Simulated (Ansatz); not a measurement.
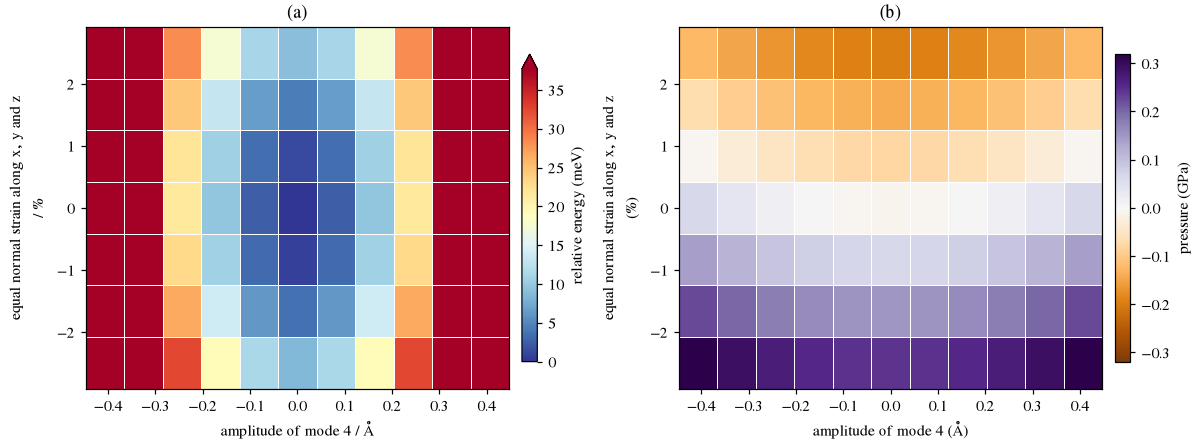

Rb (Fm-3m, No. 225; 2 atoms in the cell). The energy is mapped over a normal mode and a strain (zone-centre modes of the 2-atom cell of this scan, which folds in the wave vector (0, 1/2, 1/2) of the primitive cell) (x, y and z along the cube axes). First axis: amplitude of mode 4 (34 cm⁻¹), largest displacement in the unstrained cell. Second axis: equal normal strain along x, y and z. Nothing is relaxed (the pattern is fixed in fractional coordinates). Grid: 11 × 7 points; 42 points were computed and 35 follow by symmetry. Points are written as (first, second). All energies are given in meV per cell relative to the lowest grid point. The cutoff or the k-mesh is coarse on purpose, so the values aren't converged. Theory: Ansatz, DFT PBEsol, scalar-relativistic, plane waves, PAW. Settings: cutoff 340 eV, k-mesh 10×10×6 in the order of the run's cell vectors, gaussian smearing 0.15 eV, no spin polarisation.

Panel (a) is the energy; panel (b) is the computed pressure, in GPa.

Drawn: one coloured cell a grid point, one colour for all values above the top of the scale.

How does the pressure vary over the map, and what is it at the lowest grid point?

It runs from −0.20 GPa at (0.000 Å, 2.50 %) to 0.32 GPa at (−0.407 Å, −2.50 %). At the lowest grid point, (0.000 Å, 0.00 %), it is −0.01 GPa.
